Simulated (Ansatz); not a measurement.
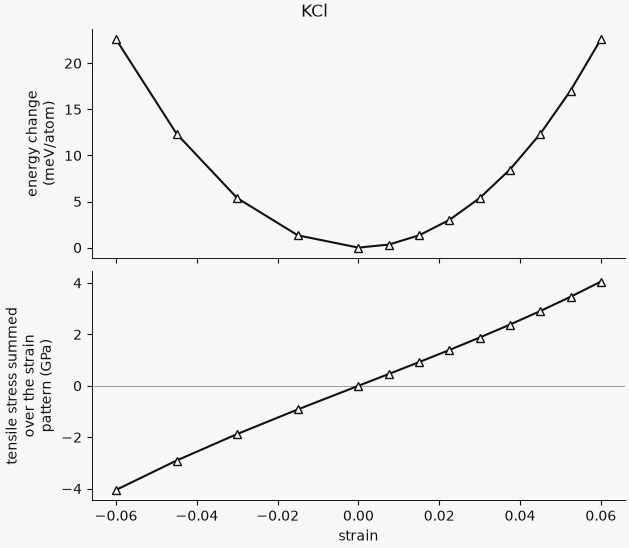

The plot gives the computed energy change and tensile stress summed over the strain pattern against strain for KCl, space group Fm-3m (No. 225).

Structure:
```xyz
2
Lattice="0.0000 3.1561 3.1561 3.1561 0.0000 3.1561 3.1561 3.1561 0.0000" Properties=species:S:1:pos:R:3 pbc="T T T"
K     0.0000    0.0000    0.0000
Cl    3.1561    3.1561    3.1561
```

Calculation (Ansatz 0.2.0): homogeneous strain of a crystal along one Voigt pattern with engineering shear, fractional coordinates fixed, by plane-wave density functional theory with PAW datasets, free energies less that of the undisturbed cell; scalar-relativistic. Level: PBEsol, no spin polarisation.

wave cutoff 420 eV; k mesh 6×6×6; occupations Gaussian; smearing width 0.05 eV; k shift (0, 0, 0) (mesh steps); start as given; strain pattern (1, -1, 0, 0, 0, 0) (xx yy zz yz xz xy with engineering shear).

The points at strain −0.045, −0.015, 0.03 and 0.06 follow from computed ones by symmetry.

Is the starting structure at a minimum along this coordinate?

Answer. Yes: the energy rises on both sides of the starting structure, which is therefore a minimum along this path.

Read off the course of the tensile stress summed over the strain pattern.

Answer. It rises from −4.050 GPa at strain −0.0600 to 4.050 GPa at 0.0600, and changes sign near 0.000.

Note: reference crystal is not relaxed.
